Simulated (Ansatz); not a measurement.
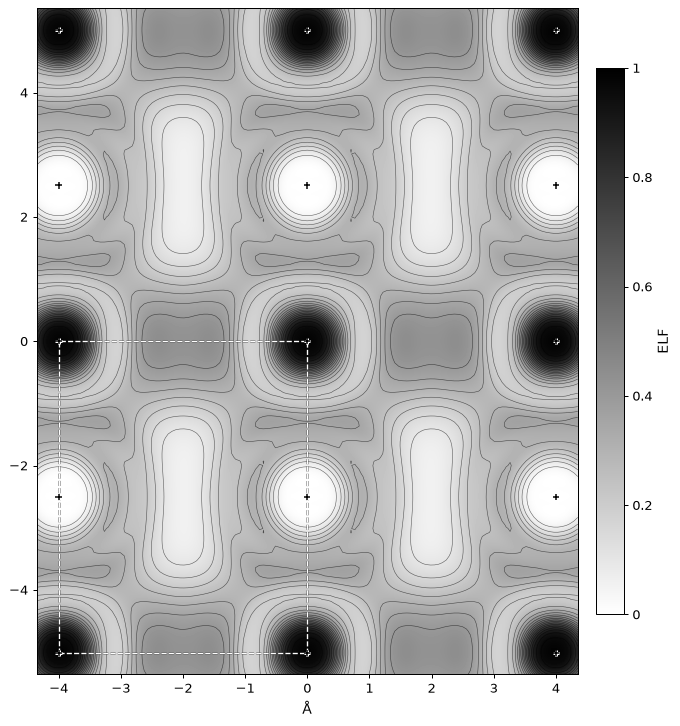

The ELF on a plane through atoms (crosses mark nuclei in the plane).

Computed with DFT PBEsol, scalar-relativistic, plane waves, PAW (Ansatz 0.2.0).

Candidates:
A. HfN, a = 4.50 Å, b = 4.50 Å, c = 4.50 Å, α = 90.00°, β = 90.00°, γ = 90.00°. Space group Fm-3m; a structure from a database of computed crystals, not necessarily the ambient phase.
B. FeCo₃, a = 3.42 Å, b = 3.42 Å, c = 3.42 Å, α = 90.00°, β = 90.00°, γ = 90.00°. Space group Pm-3m; a structure from a database of computed crystals, not necessarily the ambient phase; changed on purpose from its base cell (volume × 0.94); computed pressure about 15 GPa in this cell; spin-polarised.
C. CoSn, a = 5.01 Å, b = 5.01 Å, c = 4.00 Å, α = 90.00°, β = 90.00°, γ = 120.00°. Space group P6/mmm; a structure from a database of computed crystals, not necessarily the ambient phase; changed on purpose from its base cell (equal strain along all axes, cell held, atoms relaxed: -4.0 %); computed pressure about 24 GPa in this cell; computed without spin polarisation.

Q: Which system is this?

A: Candidate C: CoSn on the (11̄0) plane of the conventional cell, which holds Co and Sn.
